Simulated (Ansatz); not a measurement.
Consider Si (slab).

Input file:

```
crystal:
  lattice:
    - [3.8677060756, 0.0, 0.0]
    - [0.0, 3.8677060756, 0.0]
    - [0.0, 0.0, 19.1023217906]
  atoms:
    - { symbol: Si, position: [0.0, 0.5, 0.39262243] }
    - { symbol: Si, position: [0.0, 0.0, 0.4642074767] }
    - { symbol: Si, position: [0.5, 0.0, 0.5357925233] }
    - { symbol: Si, position: [0.5, 0.5, 0.60737757] }
basis:
  ecutwfc: 420
kpoints:
  mp_grid: { grid: [7, 7, 1] }
hamiltonian:
  xc: pbe
scf:
  occupations: { method: gaussian, width: 0.05 }
  max_iter: 67
output:
  forces: true
  stress: true
  eigenvalues: true
  write_density: true
  write_potential: true
  elf: true
  volumetric_format: npy
efield:
  axis: 3
  dipole_correction: true
  ramp_width: 0.04
```

Command:

```sh
ansatz run input.yaml --threads 1 --pin off --max-ram 2560MiB --backend cpu --events-out ev --progress --plain --runs-dir out
```

Changed on purpose from its base cell (repeats removed: 3); not relaxed (largest force 0.3 eV/Å).

Method: DFT PBE, scalar-relativistic, plane waves, PAW (Ansatz).

### What will maps of the valence pseudo-density and electron localisation function show?

Si–Si (2.37 Å): the density is about 0.52 e/Å³ at the midpoint; the ELF peaks at about 0.95 between the atoms.

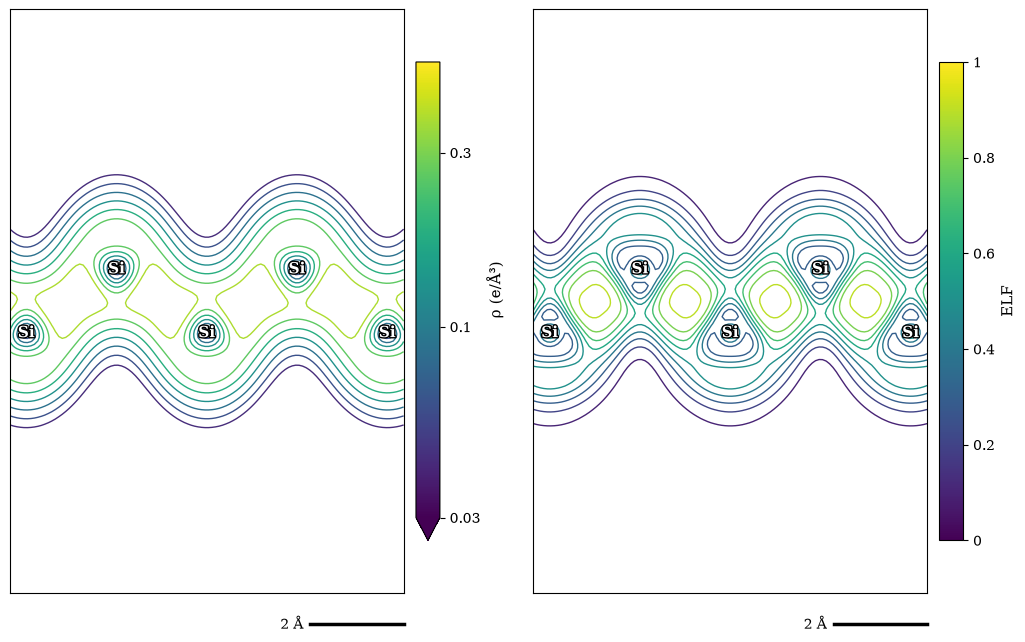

Computed valence pseudo-density and electron localisation function on the (010) plane of the calculation cell, a cut from vacuum to vacuum, in this order. 
